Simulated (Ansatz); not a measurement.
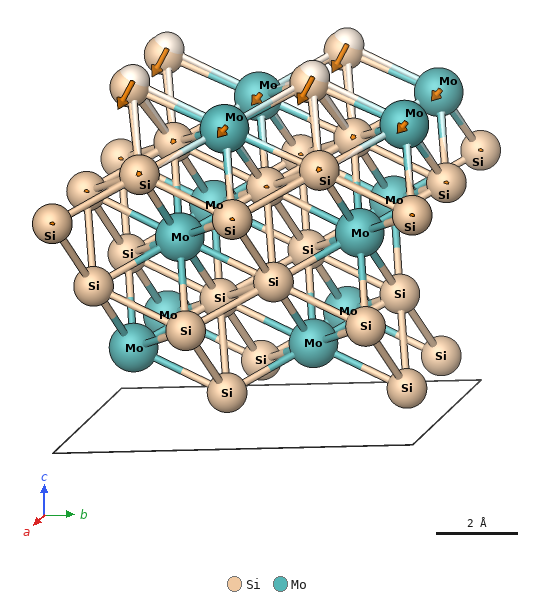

A constrained relaxation of a slab of composition Si2Mo (cut from the I4/mmm phase). The starting structure is drawn faded, the final one solid; orange arrows show the displacements, magnified 5 times.

The picture is a ball-and-stick view of the 2 × 2 repeat of the cell, outlined in the plane, without the vacuum, seen slightly off an axis.

Case: clean slab, lower half held. The slab is the (1 0 1) face of Si2Mo. 4 atoms are held fixed.

Theory: DFT PBEsol, scalar-relativistic, plane waves, PAW in Ansatz 0.2.0.

The input:
```yaml
crystal:
  lattice:
    - [3.1900701769, 0.0, 0.0]
    - [-1.5950350885, 4.2234640975, 0.0]
    - [0.0, 0.0, 24.8870703682]
  atoms:
    - { symbol: Si, position: [0.4298983544, 0.8597967088, 0.3415428122] }
    - { symbol: Mo, position: [0.1426273684, 0.2852547369, 0.3813107818] }
    - { symbol: Si, position: [0.8553563825, 0.710712765, 0.4210787514] }
    - { symbol: Si, position: [0.5725257228, 0.1450514456, 0.4602320304] }
    - { symbol: Mo, position: [0.2852547369, 0.5705094737, 0.5] }
    - { symbol: Si, position: [0.9979837509, 0.9959675018, 0.5397679696] }
    - { symbol: Si, position: [0.7151530912, 0.4303061825, 0.5789212486] }
    - { symbol: Mo, position: [0.4278821053, 0.8557642106, 0.6186892182] }
    - { symbol: Si, position: [0.1406111194, 0.2812222387, 0.6584571878] }
basis:
  ecutwfc: 420
kpoints:
  mp_grid: { grid: [10, 7, 1] }
hamiltonian:
  xc: pbesol
scf:
  occupations: { method: gaussian, width: 0.1 }
output:
  forces: true
  eigenvalues: true
relax:
  adjacent_minimum: "off"
  f_tol: 0.03
  max_steps: 70
  constraints: [{ sites: [0, 1, 2, 3] }]
efield:
  axis: 3
  dipole_correction: true
  ramp_width: 0.04
```

Run as
```bash
ansatz run input.yaml --threads 2 --pin off --max-ram 5120MiB --backend cpu --events-out ev --progress --plain --runs-dir out
```

Q: Which element moves most?

A: Silicon: up to 0.17 Å, against 0.08 Å for molybdenum.

Q: Describe the change and its energy.

A: The energy falls by 0.114 eV per cell of the calculation in 3 accepted moves (4 points after the start). Largest force component: 0.93 eV/Å at the start, 0.025 eV/Å at the end. 1 step only repeated the SCF at the same geometry. The atom that moves furthest is Si9 (0.17 Å at 27° to the normal (−c side)). Largest moves by element: Si 0.17 Å, Mo 0.08 Å. The cell doesn't change. Near-neighbour distances that change, for instance: Si7–Si9 2.619 → 2.501 Å, Mo8–Si9 2.599 → 2.544 Å, Mo5–Si7 2.599 → 2.623 Å, Si6–Si7 2.580 → 2.600 Å. Among the angles between lasting bonds that change: Si7–Si9–Mo8 104.6° → 109.7°, Si7–Si9–Si7 75.0° → 79.2°, Mo8–Si9–Mo8 119.8° → 122.1°. Cost: 2.1 min on 2 threads of Arm Neoverse V1, on a shared host, peak memory 0.75 GiB.
